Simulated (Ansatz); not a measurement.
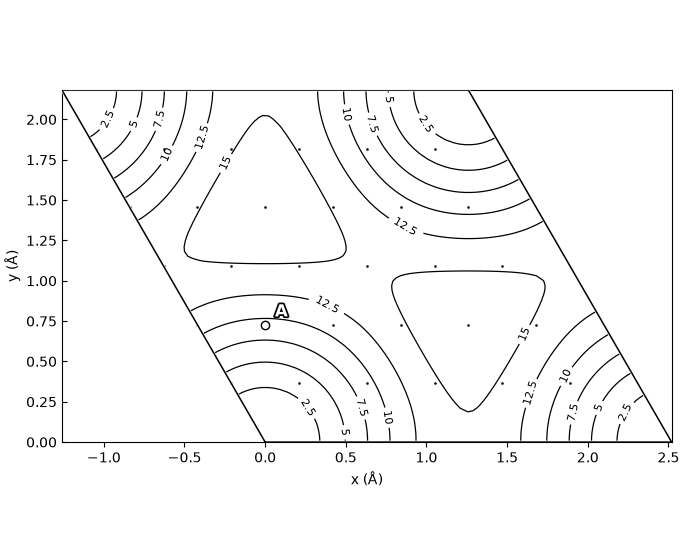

N₂ on a Cu(111) slab cut from the Fm-3m phase, its upper half relaxed before the scan (12 atoms of substrate and one adsorbate in a 2 × 2 cell). 
- N2 is moved over the surface cell at a fixed height above a rigid substrate; the origin of the map has the adsorbate above Cu9; the height is held at 3.00 Å.
- Places are given modulo a cell vector. The map is drawn in real space over the plane of the surface.
- The grid has 6 × 6 points; 10 points were computed and 26 follow by symmetry.
- Places are given in fractions of the 1 × 1 surface cell.
- Energies are in meV, from the lowest grid point.
- At a fixed height the lowest place need not be the adsorption site.
- The calculation used DFT PBE+D3(BJ), scalar-relativistic, plane waves, PAW in Ansatz. Settings: cutoff 420 eV, k-mesh 6×6×1, gaussian smearing 0.1 eV, no spin polarisation.

The picture shows contour lines labelled in meV, dots at the grid points, the outline of one cell of the plane, the point A. Between grid points the surface is interpolated.

> Which way does the force act at A, and how strong is it?

A, at (1/6, 2/6) of the cell vectors, is not a stationary point. The computed force is 0.019 eV/Å in the plane, pointing down in the picture (components 0.000 and −0.019 eV/Å).
